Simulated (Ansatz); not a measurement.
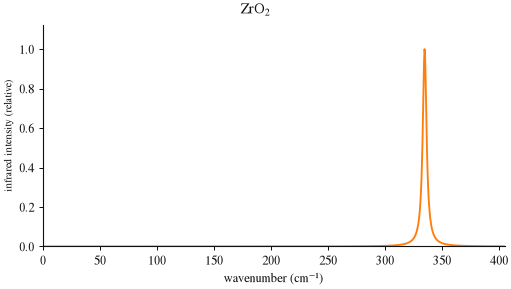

Plotted: infrared spectrum of the zone-centre phonons for ZrO₂, space group Fm-3m (No. 225). Lines are broadened by Lorentzians of 4 cm⁻¹ full width; the spectrum is scaled to its strongest line. These are zero-field (TO) frequencies; inactive modes don't show.

Structure:
```
CELL_PARAMETERS angstrom
0.00000 2.46334 2.46334
2.46334 0.00000 2.46334
2.46334 2.46334 0.00000
ATOMIC_POSITIONS crystal
Zr 0.00000 0.00000 0.00000
O 0.25000 0.25000 0.25000
O 0.75000 0.75000 0.75000
```

How it was computed, with Ansatz 0.2.0: infrared-active and silent optical phonons at the zone centre of an insulator with atoms at rest in the given cell, intensity summed over the level, zero macroscopic field, imaginary frequencies are negative, field response on a mesh refined by the program; PAW. Level: PBEsol, no spin polarisation.

wave cutoff 420 eV; k mesh 8×8×8; occupations fixed; pressure 25 GPa.

Which are the strongest infrared lines?

The strongest infrared line is at 334.9 cm⁻¹, the only infrared-active level.
